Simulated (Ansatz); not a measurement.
# What a change does: geometry relaxation on KBr

System: KBr (Fm-3m, 2 atoms in the cell).
Method of run 1: Kohn-Sham DFT of a periodic cell, BLYP, all-electron LAPW, scalar-relativistic, no spin polarisation (Ansatz 0.2.0).

The structure derives from an entry of the Crystallography Open Database. Text and figures count atoms from 1; the logs count them from 0 in places.

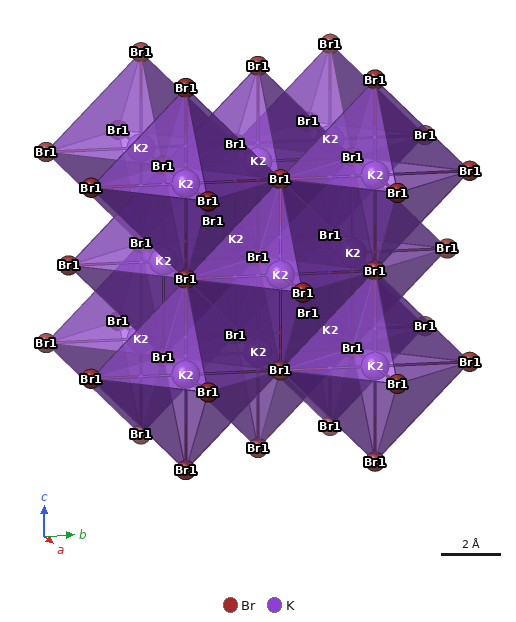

Figure 1. The starting structure (polyhedral view of the cell 4 times as large as that of the calculation, set on its symmetry axes, seen slightly off an axis; polyhedra are completed across the faces of the cell; atoms are numbered from 1 in the order of the input).

Input, run 1:
```yaml
crystal:
  lattice:
    - [0.0, 3.3, 3.3]
    - [3.3, 0.0, 3.3]
    - [3.3, 3.3, 0.0]
  atoms:
    - { symbol: Br, position: [0.5, 0.5, 0.5] }
    - { symbol: K, position: [0.0, 0.0, 0.0] }
kpoints:
  mp_grid: { grid: [7, 7, 7] }
scf:
  occupations: { method: fermi_dirac, width: 0.05 }
hamiltonian:
  xc: blyp
  pseudopotentials: { kind: all_electron, lapw: { basis_error: 0.001 } }
output:
  forces: true
  stress: true
relax:
  f_tol: 0.01
  max_steps: 60
  cell: {}
```

Launched with:
```bash
ansatz run input.yaml --threads 1 --pin off --max-ram 3072MiB --backend cpu --events-out ev --progress --plain --runs-dir out
```

Hardware: 1 thread of Arm Neoverse V2, 24 GiB of memory available, shared host.

Output, shortened to warnings, some set-up lines, iterations and results (run 1):
```
Basis set: ecut = 136.9182539422197 eV, 259 PW (Γ), exchange–correlation at level 2
Symmetry: 48 space group operations
k-points: 20 of 343
Initial density: superposition of atomic densities (chi_scale 0.1, normalization cell, long waves kept (reshape's long-wave potential 0.00 eV rms))
[...]
SCF iter   1: F=—  HF=-87331.068292 eV  |F-HF|=—  |Δ(HF+E_count)|=         —  Δρ=1.64e-2  dr2=5.05e-1  ethr=1.49e-3  ⟨swp⟩=2.0  Hψ=2685  notcnv=0
SCF iter   2: F=—  HF=-87330.803469 eV  |F-HF|=—  |Δ(HF+E_count)|=   2.65e-1  Δρ=3.49e-3  dr2=2.00e-2  ethr=5.90e-5  ⟨swp⟩=2.0  Hψ=2290  notcnv=0
SCF iter   3: F=—  HF=-87330.800026 eV  |F-HF|=—  |Δ(HF+E_count)|=   3.44e-3  Δρ=2.08e-3  dr2=7.83e-3  ethr=5.89e-5  ⟨swp⟩=2.0  Hψ=1377  notcnv=0
SCF iter   4: F=—  HF=-87330.801236 eV  |F-HF|=—  |Δ(HF+E_count)|=   1.21e-3  Δρ=2.81e-4  dr2=1.07e-4  ethr=2.30e-5  ⟨swp⟩=2.0  Hψ=1343  notcnv=0
SCF iter   5: F=—  HF=-87330.801262 eV  |F-HF|=—  |Δ(HF+E_count)|=   2.56e-5  Δρ=3.77e-5  dr2=1.06e-6  ethr=3.15e-7  ⟨swp⟩=2.9  Hψ=1321  notcnv=0
[... 23 lines ...]
relax step   4: F+E_penalty+E_count = -87330.83185838 eV  Δ(F+E_penalty+E_count) = -2.174e-4 eV  max|allowed force component| = 9.738e-31 eV/Å  Δτ_max = 0.0000 Å  P = +0.010 …
SCF iter   1: F=—  HF=-87330.831813 eV  |F-HF|=—  |Δ(HF+E_count)|=         —  Δρ=2.69e-6  dr2=1.28e-8  ethr=3.86e-11  ⟨swp⟩=8.2  Hψ=2752  notcnv=0  reapply=3
SCF iter   2: F=-87330.831857 eV  HF=-87330.831857 eV  |F-HF|=2.20e-9  |Δ(HF+E_count)|=   4.45e-5  Δρ=1.63e-6  dr2=5.55e-9  ethr=3.77e-11  ⟨swp⟩=4.0  Hψ=1599  notcnv=0
SCF 5 converged in 2 iterations: F = -87330.831857 eV  dr2 = 5.55e-9
relax step   5: F+E_penalty+E_count = -87330.83185740 eV  Δ(F+E_penalty+E_count) = +9.798e-7 eV  max|allowed force component| = 1.249e-30 eV/Å  Δτ_max = 0.0000 Å  P = +0.010 …
basis re-selected at this cell: Δ(F+E_penalty+E_count) = +9.798e-7 eV, ΔP = -0.000 GPa vs the last step (what re-selecting the basis moved, after the strain that the cell walked since its last selection, with what the two solves' SCF thresholds leave and, on support functions, any second-order …
SCF converged after 2 iterations
Free energy (F): -87330.831857 eV
Harris-Foulkes:  -87330.831857 eV  (|F-HF|=2.20e-9)
Internal energy: -87330.831857 eV  (E = F + TS)
E sigma→0 (E₀):  -87330.831857 eV
Fermi energy:    3.874550 eV
--- Per-component energies (eV) ---
  E_band       = -2121.405399
  E_kinetic    = 89231.862121
  E_xc         = -3440.228338
  E_electrostatic = -173122.465640  (all electrons and nuclei)
  E_smearing   = -0.000000  (= −TS)
  E_closure    = 0.000000  (closes the sum)
  E_atoms      = -87325.100412  (free atoms, spherical and without spin; not in F)
  Σ components = -87330.831857   (vs F -87330.831857, Δ=0.00e0)
  Basis errors (estimates in eV, not in F): energy 7.2e-4 per atom: plane waves 6.7e-4 (5.6e-4 summed), levels above the bands 8.6e-49, relativity 1.1e-7, radial functions 4.5e-5, core shells 1.7e-7; eigenvalues (radial functions only) 2.4e-6; not estimated: angular momenta, meshes, grids; target …
--- Forces (eV/Å), atoms counted from 1 ---
  atom   1  Br     0.00000000    -0.00000000     0.00000000
  atom   2  K     -0.00000000     0.00000000    -0.00000000
  max |Σ_I F_I| component: 2.24e-30 eV/Å
--- Stress (GPa, compression-positive) ---
        0.009843       0.000000      -0.000000
        0.000000       0.009843      -0.000000
       -0.000000      -0.000000       0.009843
  P = ⅓ Tr σ = 0.0098 GPa (0.098 kbar)
--- Relaxed structure (4 steps of the walk, 4 accepted, 1 SCFs on fresh bases) ---
  F+E_penalty+E_count = -87330.83185740 eV   max|allowed force component| = 1.249e-30 eV/Å   (the final SCF, on the basis selected at the relaxed cell)
  cell:  # Å, volume = 79.1155 Å³
    - [-2.803508301574605e-34, 3.407300600882307, 3.4073006008823064]
    - [3.407300600882307, 5.859677837829928e-34, 3.4073006008823064]
    - [3.407300600882307, 3.407300600882307, -2.803508301574604e-34]
  atoms:
    - { symbol: Br, position: [0.5, 0.5, 0.4999999999999999] }
    - { symbol: K, position: [-7.903121615221735e-36, 5.167425671489901e-36, 9.422952695073432e-36] }
```

The input of run 2 differs as follows (lines with − go, lines with + come):
```diff
+  dispersion: d4
```

Predict how the results change.

The total energies belong to different models, so their difference says nothing on which is more stable or more accurate. The volume per atom goes from 39.56 to 36.61 Å³. The SCF takes 17 iterations over all geometry steps against 23.

Output, shortened to warnings, some set-up lines, iterations and results (run 2):
```
Basis set: ecut = 136.91825394263418 eV, 259 PW (Γ), exchange–correlation at level 2
Symmetry: 48 space group operations
k-points: 20 of 343
Initial density: superposition of atomic densities (chi_scale 0.1, normalization cell, long waves kept (reshape's long-wave potential 0.00 eV rms))
[...]
SCF iter   1: F=—  HF=-87331.506951 eV  |F-HF|=—  |Δ(HF+E_count)|=         —  Δρ=1.64e-2  dr2=5.05e-1  ethr=1.49e-3  ⟨swp⟩=2.0  Hψ=2685  notcnv=0
SCF iter   2: F=—  HF=-87331.242128 eV  |F-HF|=—  |Δ(HF+E_count)|=   2.65e-1  Δρ=3.49e-3  dr2=2.00e-2  ethr=5.90e-5  ⟨swp⟩=2.0  Hψ=2290  notcnv=0
SCF iter   3: F=—  HF=-87331.238685 eV  |F-HF|=—  |Δ(HF+E_count)|=   3.44e-3  Δρ=2.08e-3  dr2=7.83e-3  ethr=5.89e-5  ⟨swp⟩=2.0  Hψ=1377  notcnv=0
SCF iter   4: F=—  HF=-87331.239895 eV  |F-HF|=—  |Δ(HF+E_count)|=   1.21e-3  Δρ=2.81e-4  dr2=1.07e-4  ethr=2.30e-5  ⟨swp⟩=2.0  Hψ=1343  notcnv=0
SCF iter   5: F=—  HF=-87331.239920 eV  |F-HF|=—  |Δ(HF+E_count)|=   2.56e-5  Δρ=3.77e-5  dr2=1.06e-6  ethr=3.15e-7  ⟨swp⟩=2.9  Hψ=1321  notcnv=0
[... 15 lines ...]
relax step   3: F+E_penalty+E_count = -87331.24119081 eV  Δ(F+E_penalty+E_count) = -3.378e-4 eV  max|allowed force component| = 1.233e-31 eV/Å  Δτ_max = 0.0000 Å  P = +0.005 …
SCF iter   1: F=—  HF=-87331.241134 eV  |F-HF|=—  |Δ(HF+E_count)|=         —  Δρ=3.23e-6  dr2=1.70e-8  ethr=5.07e-11  ⟨swp⟩=7.8  Hψ=2629  notcnv=0
SCF iter   2: F=-87331.241191 eV  HF=-87331.241191 eV  |F-HF|=7.71e-10  |Δ(HF+E_count)|=   5.67e-5  Δρ=1.89e-6  dr2=6.68e-9  ethr=4.99e-11  ⟨swp⟩=4.0  Hψ=1582  notcnv=0
SCF 4 converged in 2 iterations: F = -87331.241191 eV  dr2 = 6.68e-9
relax step   4: F+E_penalty+E_count = -87331.24119057 eV  Δ(F+E_penalty+E_count) = +2.391e-7 eV  max|allowed force component| = 6.779e-32 eV/Å  Δτ_max = 0.0000 Å  P = +0.005 …
basis re-selected at this cell: Δ(F+E_penalty+E_count) = +2.391e-7 eV, ΔP = -0.000 GPa vs the last step (what re-selecting the basis moved, after the strain that the cell walked since its last selection, with what the two solves' SCF thresholds leave and, on support functions, any second-order …
SCF converged after 2 iterations
Free energy (F): -87331.241191 eV
Harris-Foulkes:  -87331.241191 eV  (|F-HF|=7.71e-10)
Internal energy: -87331.241191 eV  (E = F + TS)
E sigma→0 (E₀):  -87331.241191 eV
Fermi energy:    4.545034 eV
--- Per-component energies (eV) ---
  E_band       = -2101.499170
  E_kinetic    = 89233.397343
  E_xc         = -3440.603068
  E_electrostatic = -173123.606483  (all electrons and nuclei)
  E_disp       = -0.428982  (pairwise vdW)
  E_smearing   = -0.000000  (= −TS)
  E_closure    = 0.000000  (closes the sum)
  E_atoms      = -87325.100412  (free atoms, spherical and without spin; not in F)
  Σ components = -87331.241191   (vs F -87331.241191, Δ=0.00e0)
  Basis errors (estimates in eV, not in F): energy 7.4e-4 per atom: plane waves 7.0e-4 (5.8e-4 summed), levels above the bands 2.5e-48, relativity 1.2e-7, radial functions 3.8e-5, core shells 3.5e-7; eigenvalues (radial functions only) 2.5e-6; not estimated: angular momenta, meshes, grids; target …
--- Forces (eV/Å), atoms counted from 1 ---
  atom   1  Br     0.00000000    -0.00000000    -0.00000000
  atom   2  K     -0.00000000     0.00000000     0.00000000
  max |Σ_I F_I| component: 2.88e-32 eV/Å
--- Stress (GPa, compression-positive) ---
        0.005277      -0.000000      -0.000000
       -0.000000       0.005277      -0.000000
       -0.000000      -0.000000       0.005277
  P = ⅓ Tr σ = 0.0053 GPa (0.053 kbar)
--- Relaxed structure (3 steps of the walk, 3 accepted, 1 SCFs on fresh bases) ---
  F+E_penalty+E_count = -87331.24119057 eV   max|allowed force component| = 6.779e-32 eV/Å   (the final SCF, on the basis selected at the relaxed cell)
  cell:  # Å, volume = 73.2123 Å³
    - [9.267207884828855e-34, 3.320355856420162, 3.320355856420162]
    - [3.320355856420162, 1.2579199706210987e-33, 3.320355856420162]
    - [3.320355856420162, 3.320355856420162, 2.547686016447792e-35]
  atoms:
    - { symbol: Br, position: [0.5, 0.5, 0.5] }
    - { symbol: K, position: [-2.5077212817548873e-36, 1.9757804038068858e-36, 3.951560807613685e-36] }
```

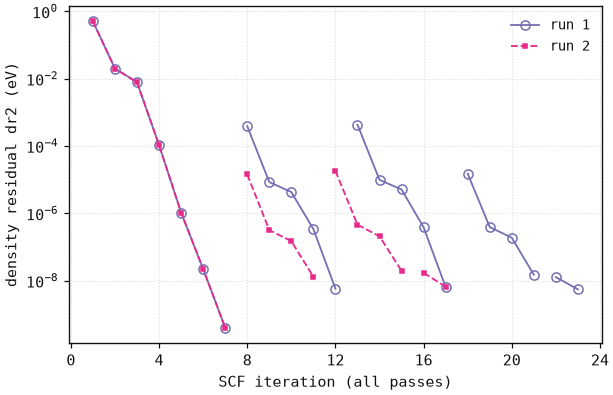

Figure 2. Convergence of the two runs: density residual dr2 against the SCF iteration. A break in a curve parts two SCF passes. Run 1 takes 23 iterations in all, and run 2 takes 17.

The two runs side by side:

```tsv
quantity	run 1	run 2
outcome	converged	converged
free energy per atom (eV)	−43665.4159	−43665.6206
pressure (GPa)	0.01	0.01
volume per atom (Å³)	39.56	36.61
largest force (eV/Å)	0.000	0.000
SCF iterations	23	17
irreducible k-points	20	20
```
